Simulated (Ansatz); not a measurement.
Run report: Ga$_{2}$O$_{3}$, geometry relaxation (part 1 of 2)

System: Ga$_{2}$O$_{3}$ (C2/m, 10 atoms in the cell).
Method: DFT PBE, scalar-relativistic, plane waves, PAW, no spin polarisation (Ansatz 0.2.0).

The structure derives from an entry of the Crystallography Open Database.

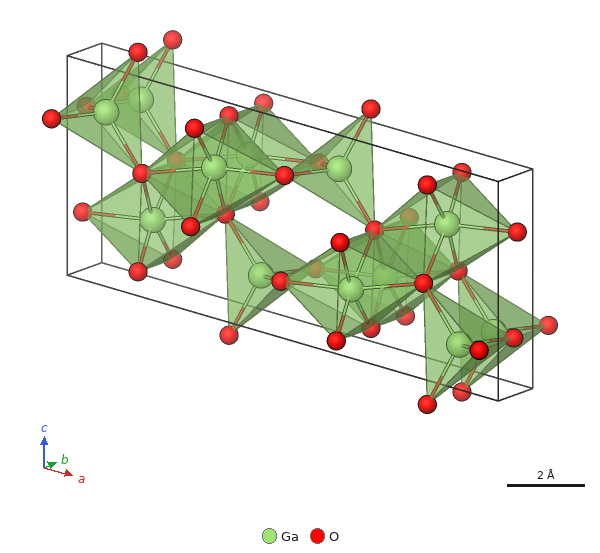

**Figure 1.** The starting structure (polyhedral view of the cell 2 times as large as that of the calculation, set on its symmetry axes, seen slightly off an axis; polyhedra are completed across the faces of the cell).

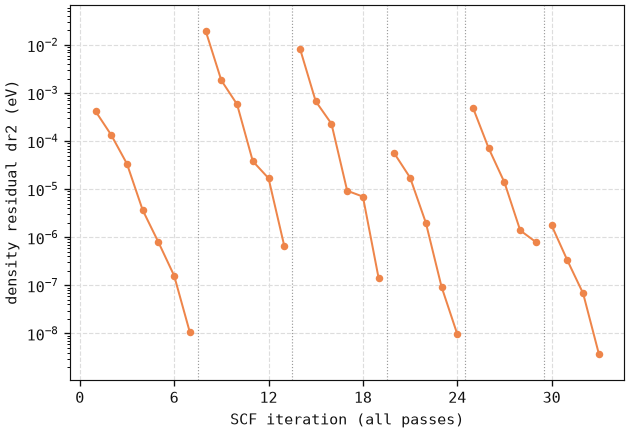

**Figure 2.** Convergence of the self-consistent field: density residual dr2 against the SCF iteration. The dotted lines part the SCF passes of the relaxation: geometry steps, rejected trials and re-solves on a re-selected basis. The 6 passes take 4 to 7 iterations each, 33 in all.

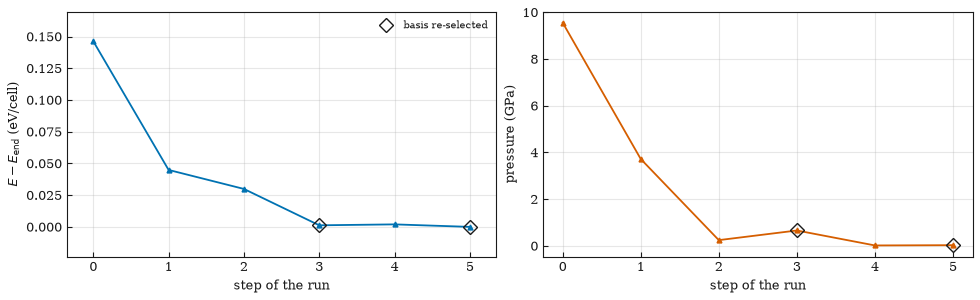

**Figure 3.** Progress of the relaxation, step by step (the first geometry is step 0 here and step 1 in the log).

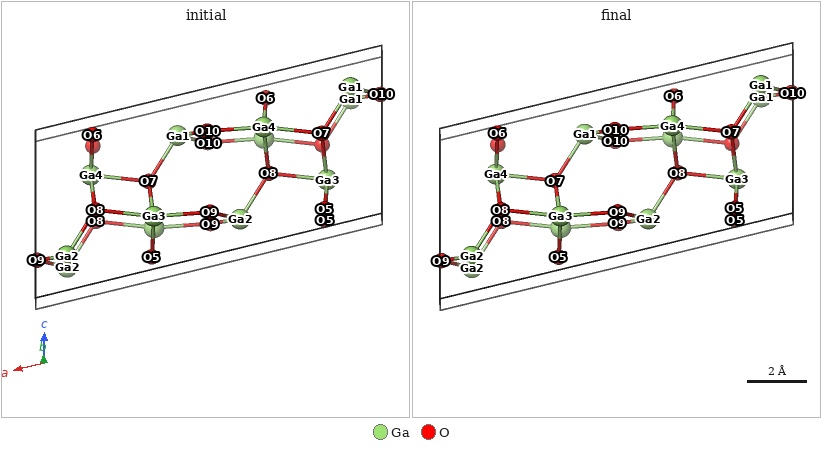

**Figure 4.** Before (left) and after (right) the relaxation, at one scale (ball-and-stick view of the cell 2 times as large as that of the calculation, set on its symmetry axes, seen at an oblique angle). The largest moves relative to the cell, 0.013 Å, are those of O5 and O6. Largest moves by element: O 0.013 Å, Ga 0.006 Å. Cell: a 12.214 → 12.444 Å (+1.9 %), b 3.037 → 3.084 Å (+1.5 %), c 5.798 → 5.881 Å (+1.4 %), β 103.8° → 103.7°. Volume +5.0 %. Among the contacts that change: Ga3–O7 2.074 → 2.110 Å, Ga3–O8 2.005 → 2.041 Å, Ga1–O7 1.863 → 1.894 Å, Ga3–O5 1.937 → 1.967 Å. The space group stays C2/m (No. 12). Over 3 geometry steps the energy falls by 0.144 eV per cell of the calculation. Largest force component: 0.2 eV/Å at the start, 0.013 eV/Å at the end. Pressure: 9.55 GPa at the start and 0.03 GPa at the end. The basis was re-selected once at an unchanged geometry, which shifts the energy a little without any move. The energy change given includes the shifts at the re-selections in mid-walk, which come without any move. A last SCF at the same geometry on a re-selected plane-wave basis shifts the energy by −2.0 meV per cell of the calculation. (Atoms are counted from 1 in the order of the input.)

The input that produced these results follows, with the program's output.

**Input file**
```yaml
crystal:
  lattice:
    - [6.107, -1.51855, 0.0]
    - [6.107, 1.51855, 0.0]
    - [-1.38599, 0.0, 5.63001]
  atoms:
    - { symbol: Ga, position: [0.0905, 0.0905, 0.7946] }
    - { symbol: Ga, position: [0.9095, 0.9095, 0.2054] }
    - { symbol: Ga, position: [0.65866, 0.65866, 0.31402] }
    - { symbol: Ga, position: [0.34134, 0.34134, 0.68598] }
    - { symbol: O, position: [0.1645, 0.1645, 0.1098] }
    - { symbol: O, position: [0.8355, 0.8355, 0.8902] }
    - { symbol: O, position: [0.1733, 0.1733, 0.5632] }
    - { symbol: O, position: [0.8267, 0.8267, 0.4368] }
    - { symbol: O, position: [0.4959, 0.4959, 0.2566] }
    - { symbol: O, position: [0.5041, 0.5041, 0.7434] }
basis:
  ecutwfc: 420
kpoints:
  mp_grid: { grid: [6, 6, 4] }
hamiltonian:
  xc: pbe
scf:
  occupations: { method: gaussian, width: 0.1 }
output:
  forces: true
  stress: true
  eigenvalues: true
relax:
  adjacent_minimum: "off"
  f_tol: 0.05
  max_steps: 80
  cell: { stress_tol: 0.5 }
```

Run as:
```bash
ansatz run input.yaml --threads 1 --pin off --max-ram 2560MiB --backend cpu --events-out ev --progress --plain --runs-dir out
```

**Output**
```
basis.fft_grid_basis auto: the FFT boxes are laid along the combinations [[1, -1, 0], [0, 1, 0], [0, 0, 1]] of the cell's own vectors, 3.037, 6.293 and 5.798 Å long. The dense box has 24×45×40 points. Along the cell's own vectors, as sized, it would have 45×45×40, 1.88 times as many. Of the 4 symmetry operations that the crystal satisfies within crystal.symmetry.tolerance (time reversal apart; of a slab, those that keep its plane) the dense box along the cell's own vectors carries 4, and the one as laid loses 2 of those. basis.fft_grid_basis: typed keeps the cell's own vectors: state it where this run's energies or levels are differenced outside the engine with another run's, or held beside a run that keeps those vectors.
Engine: ansatz 0.2.0, x86_64-unknown-linux-gnu
Pseudopotentials: kind: paw
Pseudopotential: Ga, paw, valence charge 13, recommended cutoff 420 eV (normal), Ga.paw.azcp
Pseudopotential: O, paw, valence charge 6, recommended cutoff 420 eV (normal), O.paw.azcp
Functional definition: PBE
  parameter kappa = 0.804
  parameter beta = 0.06672455060314922
  exchange = pbe_x(kappa = kappa, mu = beta*pi^2/3)
  correlation = pbe_c(beta = beta)
Crystal: 10 atoms, lattice volume = 104.423 Å³
Basis set: ecut = 420 eV, 2037 PW (Γ), FFT grids on a1−a2, a2, a3, exchange–correlation on 48×90×80 points (8 copies of the dense FFT grid, shifted against one another)
Bands: 54, of which v1, the nominal top of the filled ones, is band 44 counted from 1 (43 counted from 0)
Symmetry: 4 space group operations
Space group: C2/m (ITA 12), of the structure as read, at distance tolerance 4.7e-5 Å
k-points: 47 of 144
Non-local potential: Ga, projectors of the file, l = 0: 2, l = 1: 2, l = 2: 3, l = 3: 1
Non-local potential: O, projectors of the file, l = 0: 2, l = 1: 2, l = 2: 1
PAW form: soft (Blöchl's): semilocal exchange-correlation on the pseudo side does not see the compensation charge
PAW one-centre angular grid: Ga, 590 points (default); XC on 64 Gauss nodes
PAW one-centre angular grid: O, 110 points (default); XC on 64 Gauss nodes
Initial density: superposition of atomic densities (neutral atoms: chi_scale 0, normalization atom), corrected by the library's trained network
Initial wavefunctions: pseudopotential atomic-orbital guess
Functional: x = pbe(κ = 0.804, μ = 0.2195149727645171), c = pbe(β = 0.06672455060314922)
SCF iter   1: F=—  HF=-18539.970267 eV  |F-HF|=—  |Δ(HF+E_count)|=         —  Δρ=1.11e-3  dr2=4.19e-4  ethr=1.77e-3  ⟨swp⟩=5.9  Hψ=9265  notcnv=0  defer=24
preconditioner: auto → Resta (q_TF=auto, 2.652 Å⁻¹)  ε∞=4.7  [insulator: Δε(μ)=2.443 eV  Ē_g=17.836 eV  σ=0.100 eV  W_gap=1.00  n_scr=34 (ndim 8)  ℏωp=34.1 eV  f_vac=0.014  D(μ)=0.00/eV (n_scr^D=0)  ε∞_Penn≈4.7]
SCF iter   2: F=—  HF=-18539.971271 eV  |F-HF|=—  |Δ(HF+E_count)|=   1.00e-3  Δρ=5.90e-4  dr2=1.34e-4  ethr=4.76e-7  ⟨swp⟩=2.7  Hψ=5331  notcnv=0  defer=35
SCF iter   3: F=—  HF=-18539.971716 eV  |F-HF|=—  |Δ(HF+E_count)|=   4.45e-4  Δρ=2.14e-4  dr2=3.37e-5  ethr=1.52e-7  ⟨swp⟩=2.0  Hψ=4413  notcnv=0  defer=35
SCF iter   4: F=—  HF=-18539.971812 eV  |F-HF|=—  |Δ(HF+E_count)|=   9.62e-5  Δρ=6.25e-5  dr2=3.67e-6  ethr=3.83e-8  ⟨swp⟩=2.0  Hψ=4126  notcnv=0  defer=35
SCF iter   5: F=—  HF=-18539.971815 eV  |F-HF|=—  |Δ(HF+E_count)|=   2.77e-6  Δρ=2.80e-5  dr2=7.90e-7  ethr=4.17e-9  ⟨swp⟩=2.7  Hψ=4390  notcnv=0  defer=35
SCF iter   6: F=—  HF=-18539.971816 eV  |F-HF|=—  |Δ(HF+E_count)|=   4.21e-7  Δρ=1.41e-5  dr2=1.59e-7  ethr=8.98e-10  ⟨swp⟩=2.0  Hψ=4396  notcnv=0  defer=35
SCF iter   7: F=-18539.971816 eV  HF=-18539.971816 eV  |F-HF|=6.01e-9  |Δ(HF+E_count)|=   3.65e-8  Δρ=3.91e-6  dr2=1.05e-8  ethr=1.14e-10  ⟨swp⟩=9.2  Hψ=10496  notcnv=0
SCF 1 converged in 7 iterations: F = -18539.971816 eV  dr2 = 1.05e-8
  greatest PAW one-centre occupation: 0.998 electrons in one spin orbital (limit 2), on the Ga atom at site 3 (counted from 0), in its partial waves of l = 2
relax step   1: F+E_penalty+E_count = -18539.97181566 eV  Δ(F+E_penalty+E_count) = +0.000e0 eV  max|allowed force component| = 2.046e-1 eV/Å  Δτ_max = 0.0000 Å  P = +9.554 GPa  Ω = 104.423 Å³  (7 SCF iters, dr2 threshold 1.00e-7 eV, accepted)
Crystal: 10 atoms, lattice volume = 107.401 Å³
Basis set: ecut = 420 eV, 2085 PW (Γ), FFT grids on a1−a2, a2, a3, exchange–correlation on 48×90×80 points (8 copies of the dense FFT grid, shifted against one another)
Initial density: handed on by an earlier stage of this run
Initial wavefunctions: those handed on with the density
iter 1 solved again at ethr=2.33e-5 eV; its pass at ethr=3.10e-3 eV (dr2=2.05e-2 eV) is discarded
SCF iter   1: F=—  HF=-18540.078330 eV  |F-HF|=—  |Δ(HF+E_count)|=         —  Δρ=5.01e-3  dr2=1.98e-2  ethr=2.33e-5  ⟨swp⟩=1.7  Hψ=10828  notcnv=0
preconditioner: auto → Resta (q_TF=auto, 2.639 Å⁻¹)  ε∞=4.7  [insulator: Δε(μ)=2.185 eV  Ē_g=17.570 eV  σ=0.100 eV  W_gap=1.00  n_scr=34 (ndim 8)  ℏωp=33.6 eV  f_vac=0.021  D(μ)=0.00/eV (n_scr^D=0)  ε∞_Penn≈4.7]
SCF iter   2: F=—  HF=-18540.073016 eV  |F-HF|=—  |Δ(HF+E_count)|=   5.31e-3  Δρ=1.58e-3  dr2=1.83e-3  ethr=2.25e-5  ⟨swp⟩=2.5  Hψ=4539  notcnv=0
SCF iter   3: F=—  HF=-18540.072997 eV  |F-HF|=—  |Δ(HF+E_count)|=   1.87e-5  Δρ=7.81e-4  dr2=5.82e-4  ethr=2.08e-6  ⟨swp⟩=1.0  Hψ=2538  notcnv=0
SCF iter   4: F=—  HF=-18540.073202 eV  |F-HF|=—  |Δ(HF+E_count)|=   2.05e-4  Δρ=2.18e-4  dr2=3.82e-5  ethr=6.61e-7  ⟨swp⟩=2.1  Hψ=4176  notcnv=0
SCF iter   5: F=—  HF=-18540.073216 eV  |F-HF|=—  |Δ(HF+E_count)|=   1.39e-5  Δρ=1.43e-4  dr2=1.69e-5  ethr=4.34e-8  ⟨swp⟩=2.0  Hψ=4591  notcnv=0
SCF iter   6: F=-18540.073215 eV  HF=-18540.073215 eV  |F-HF|=1.50e-7  |Δ(HF+E_count)|=   5.87e-7  Δρ=2.60e-5  dr2=6.63e-7  ethr=1.14e-9  ⟨swp⟩=4.5  Hψ=11315  notcnv=0
SCF 2 converged in 6 iterations: F = -18540.073215 eV  dr2 = 6.63e-7
relax step   2: F+E_penalty+E_count = -18540.07321532 eV  Δ(F+E_penalty+E_count) = -1.014e-1 eV  max|allowed force component| = 1.306e-1 eV/Å  Δτ_max = 0.0152 Å  P = +3.720 GPa  Ω = 107.401 Å³  energy of the carried Pulay correction = -1.421e-2 eV  (6 SCF iters, dr2 threshold 1.00e-6 eV, accepted)
Crystal: 10 atoms, lattice volume = 109.260 Å³
Basis set: ecut = 420 eV, 2133 PW (Γ), FFT grids on a1−a2, a2, a3, exchange–correlation on 48×90×80 points (8 copies of the dense FFT grid, shifted against one another)
iter 1 solved again at ethr=9.72e-6 eV; its pass at ethr=3.10e-3 eV (dr2=8.55e-3 eV) is discarded
SCF iter   1: F=—  HF=-18540.090316 eV  |F-HF|=—  |Δ(HF+E_count)|=         —  Δρ=3.22e-3  dr2=8.37e-3  ethr=9.72e-6  ⟨swp⟩=1.6  Hψ=11412  notcnv=0
preconditioner: auto → Resta (q_TF=auto, 2.632 Å⁻¹)  ε∞=4.7  [insulator: Δε(μ)=2.034 eV  Ē_g=17.438 eV  σ=0.100 eV  W_gap=1.00  n_scr=34 (ndim 8)  ℏωp=33.3 eV  f_vac=0.022  D(μ)=0.00/eV (n_scr^D=0)  ε∞_Penn≈4.7]
SCF iter   2: F=—  HF=-18540.088016 eV  |F-HF|=—  |Δ(HF+E_count)|=   2.30e-3  Δρ=9.21e-4  dr2=6.73e-4  ethr=9.51e-6  ⟨swp⟩=2.6  Hψ=4576  notcnv=0
SCF iter   3: F=—  HF=-18540.088151 eV  |F-HF|=—  |Δ(HF+E_count)|=   1.35e-4  Δρ=4.75e-4  dr2=2.30e-4  ethr=7.65e-7  ⟨swp⟩=1.0  Hψ=2538  notcnv=0
SCF iter   4: F=—  HF=-18540.088188 eV  |F-HF|=—  |Δ(HF+E_count)|=   3.72e-5  Δρ=1.05e-4  dr2=9.28e-6  ethr=2.61e-7  ⟨swp⟩=2.0  Hψ=4248  notcnv=0
SCF iter   5: F=—  HF=-18540.088196 eV  |F-HF|=—  |Δ(HF+E_count)|=   8.04e-6  Δρ=9.14e-5  dr2=7.01e-6  ethr=1.14e-9  ⟨swp⟩=7.6  Hψ=12953  notcnv=0
SCF iter   6: F=-18540.088195 eV  HF=-18540.088195 eV  |F-HF|=1.41e-7  |Δ(HF+E_count)|=   1.57e-6  Δρ=1.31e-5  dr2=1.41e-7  ethr=1.14e-9  ⟨swp⟩=3.0  Hψ=11140  notcnv=0
SCF 3 converged in 6 iterations: F = -18540.088195 eV  dr2 = 1.41e-7
relax step   3: F+E_penalty+E_count = -18540.08819470 eV  Δ(F+E_penalty+E_count) = -1.498e-2 eV  max|allowed force component| = 2.259e-2 eV/Å  Δτ_max = 0.0055 Å  P = +0.246 GPa  Ω = 109.260 Å³  energy of the carried Pulay correction = -2.288e-2 eV  (6 SCF iters, dr2 threshold 1.00e-6 eV, accepted)
Initial wavefunctions: pseudopotential atomic-orbital guess (no wavefunctions were taken with the density)
iter 1 solved again at ethr=1.53e-7 eV; its pass at ethr=3.10e-3 eV (dr2=1.34e-4 eV) is discarded
SCF iter   1: F=—  HF=-18540.109781 eV  |F-HF|=—  |Δ(HF+E_count)|=         —  Δρ=9.07e-4  dr2=5.54e-5  ethr=1.53e-7  ⟨swp⟩=3.0  Hψ=14867  notcnv=0
preconditioner: auto → Resta (q_TF=auto, 2.632 Å⁻¹)  ε∞=4.6  [insulator: Δε(μ)=2.050 eV  Ē_g=17.462 eV  σ=0.100 eV  W_gap=1.00  n_scr=34 (ndim 8)  ℏωp=33.3 eV  f_vac=0.019  D(μ)=0.00/eV (n_scr^D=0)  ε∞_Penn≈4.6]
SCF iter   2: F=—  HF=-18540.115088 eV  |F-HF|=—  |Δ(HF+E_count)|=   5.31e-3  Δρ=4.55e-4  dr2=1.74e-5  ethr=6.30e-8  ⟨swp⟩=2.5  Hψ=4500  notcnv=0
SCF iter   3: F=—  HF=-18540.116615 eV  |F-HF|=—  |Δ(HF+E_count)|=   1.53e-3  Δρ=1.73e-4  dr2=2.01e-6  ethr=1.97e-8  ⟨swp⟩=2.8  Hψ=4541  notcnv=0
SCF iter   4: F=—  HF=-18540.116856 eV  |F-HF|=—  |Δ(HF+E_count)|=   2.41e-4  Δρ=1.42e-5  dr2=9.32e-8  ethr=2.28e-9  ⟨swp⟩=2.0  Hψ=4606  notcnv=0
SCF iter   5: F=-18540.116856 eV  HF=-18540.116856 eV  |F-HF|=2.17e-7  |Δ(HF+E_count)|=   8.18e-8  Δρ=5.50e-6  dr2=9.66e-9  ethr=1.14e-11  ⟨swp⟩=4.2  Hψ=11630  notcnv=0
SCF 4 converged in 5 iterations: F = -18540.116856 eV  dr2 = 9.66e-9
relax step   4: F+E_penalty+E_count = -18540.11685627 eV  Δ(F+E_penalty+E_count) = -2.866e-2 eV  max|allowed force component| = 2.338e-2 eV/Å  Δτ_max = 0.0000 Å  P = +0.659 GPa  Ω = 109.260 Å³  stress off target by 7.65e-1 GPa  SCF on the basis re-selected at this cell (its energy is not comparable with the rows above)  (5 SCF iters)
basis re-selected at this cell: Δ(F+E_penalty+E_count) = -2.866e-2 eV, ΔP = +0.413 GPa vs the last step (what re-selecting the basis moved, of the pressure what is left beyond the Pulay correction that the steps carried, after the strain that the cell walked since its last selection, with what the two solves' SCF thresholds leave and, on support functions, any second-order correction that the steps lacked; it is no measure of the basis error at this ecutwfc). This SCF's stress stands 7.65e-1 GPa from its target on what of the cell is left free (relax.cell.stress_tol is 5.00e-1 GPa) and its largest allowed force component is 2.34e-2 eV/Å (relax.f_tol is 5.00e-2 eV/Å): not within both, so this SCF does not close the relaxation
Crystal: 10 atoms, lattice volume = 109.630 Å³
Basis set: ecut = 420 eV, 2141 PW (Γ), FFT grids on a1−a2, a2, a3, exchange–correlation on 48×90×80 points (8 copies of the dense FFT grid, shifted against one another)
iter 1 solved again at ethr=5.59e-7 eV; its pass at ethr=3.10e-3 eV (dr2=4.92e-4 eV) is discarded
```
